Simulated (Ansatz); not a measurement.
## Electronic structure of SiO₂ in real space

```cif
data_structure
_symmetry_space_group_name_H-M 'P 1'
_symmetry_Int_Tables_number 1
_cell_length_a 4.7144
_cell_length_b 9.4336
_cell_length_c 14.7312
_cell_angle_alpha 90.000
_cell_angle_beta 90.000
_cell_angle_gamma 90.000
_cell_volume 655.15
loop_
_atom_site_label
_atom_site_type_symbol
_atom_site_fract_x
_atom_site_fract_y
_atom_site_fract_z
_atom_site_occupancy
Si1 Si 0.75000 0.25000 0.06315 1
Si2 Si 0.25000 0.75000 0.06315 1
Si3 Si 0.25000 0.25000 0.56315 1
Si4 Si 0.75000 0.75000 0.56315 1
Si5 Si 0.00000 0.00000 0.31315 1
Si6 Si 0.50000 0.50000 0.31315 1
Si7 Si 0.50000 0.00000 0.81315 1
Si8 Si 0.00000 0.50000 0.81315 1
Si9 Si 0.50000 0.00000 0.18685 1
Si10 Si 0.00000 0.50000 0.18685 1
Si11 Si 0.00000 0.00000 0.68685 1
Si12 Si 0.50000 0.50000 0.68685 1
Si13 Si 0.75000 0.25000 0.43685 1
Si14 Si 0.25000 0.75000 0.43685 1
Si15 Si 0.25000 0.25000 0.93685 1
Si16 Si 0.75000 0.75000 0.93685 1
O1 O 0.87500 0.12500 0.37500 1
O2 O 0.37500 0.62500 0.37500 1
O3 O 0.37500 0.12500 0.87500 1
O4 O 0.87500 0.62500 0.87500 1
O5 O 0.87500 0.37500 0.12500 1
O6 O 0.37500 0.87500 0.12500 1
O7 O 0.37500 0.37500 0.62500 1
O8 O 0.87500 0.87500 0.62500 1
O9 O 0.62500 0.12500 0.12500 1
O10 O 0.12500 0.62500 0.12500 1
O11 O 0.12500 0.12500 0.62500 1
O12 O 0.62500 0.62500 0.62500 1
O13 O 0.62500 0.37500 0.37500 1
O14 O 0.12500 0.87500 0.37500 1
O15 O 0.12500 0.37500 0.87500 1
O16 O 0.62500 0.87500 0.87500 1
O17 O 0.00000 0.18622 0.00000 1
O18 O 0.50000 0.68622 0.00000 1
O19 O 0.50000 0.18622 0.50000 1
O20 O 0.00000 0.68622 0.50000 1
O21 O 0.50000 0.31378 0.00000 1
O22 O 0.00000 0.81378 0.00000 1
O23 O 0.00000 0.31378 0.50000 1
O24 O 0.50000 0.81378 0.50000 1
O25 O 0.25000 0.43622 0.25000 1
O26 O 0.75000 0.93622 0.25000 1
O27 O 0.75000 0.43622 0.75000 1
O28 O 0.25000 0.93622 0.75000 1
O29 O 0.25000 0.06378 0.25000 1
O30 O 0.75000 0.56378 0.25000 1
O31 O 0.75000 0.06378 0.75000 1
O32 O 0.25000 0.56378 0.75000 1
```

Space group Fddd; a structure from a database of computed crystals, not necessarily the ambient phase.

Method: Ansatz 0.2.0, DFT r2SCAN, scalar-relativistic, plane waves, PAW.

The density is the valence pseudo-density of a PAW calculation; it isn't the true density close to the nuclei.

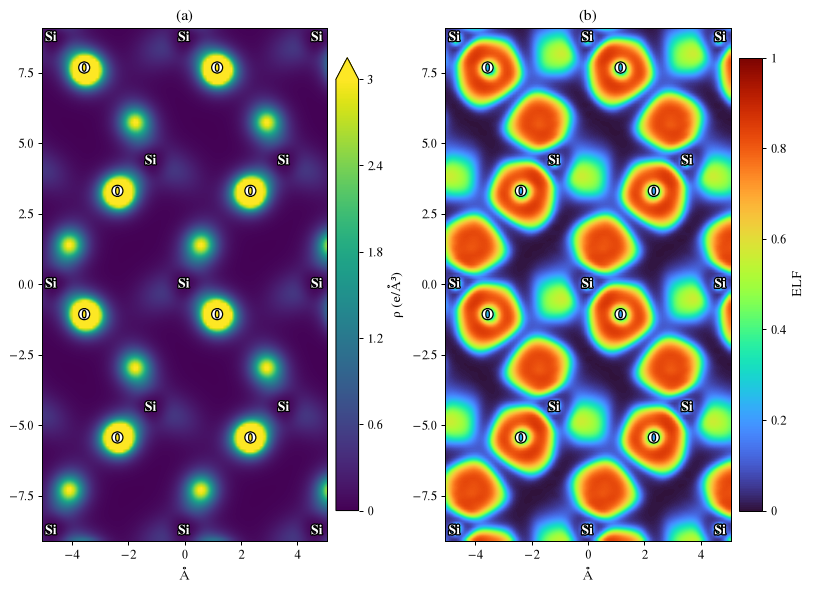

Figure 1. (a) valence pseudo-density; (b) ELF on the (011̄) plane of the conventional cell.

> Read the bonding off the picture.

- Atoms in the plane: Si and O.
- Atoms just off the plane (O, 0.5 Å away) can leave unmarked features too.
- Si–O (1.62 Å): ρ is about 1.3 e/Å³ halfway; the ELF peaks at about 0.85 between the atoms, as expected for a polar covalent bond.
- Between the atoms the lowest density in this plane is 0.008 e/Å³.
- The ELF also peaks beside O, away from the bonds: lone-pair regions.

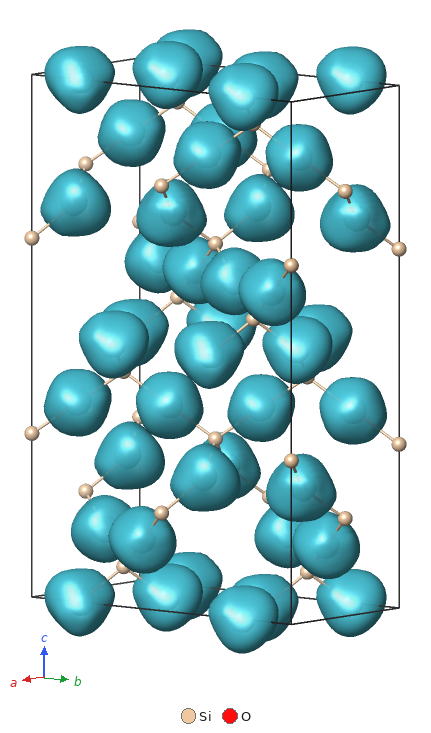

Figure 2. Isosurface of the electron localisation function at 0.7 (cyan), seen at an oblique angle. Only the valence region is drawn (cores and ρ < 0.01 e/Å³ removed). Sticks mark near contacts.

> Identify the bonds, lone pairs and shells in this picture.

The ELF exceeds this value in 32 regions on O in which the atom's valence shell and bonds are merged, counted in one cell of 48 atoms. Any copies at cell faces, edges or corners count once. Profiles from the grid: Si–O (1.60 Å): the ELF peaks at about 0.85 between the atoms (a short, strongly polar bond).

> Does the calculation make it a metal, or give it a gap?

It is gapped, with a Kohn–Sham gap of 6.4 eV on the k-point mesh (the band edges may lie off the mesh, which would make the gap smaller).
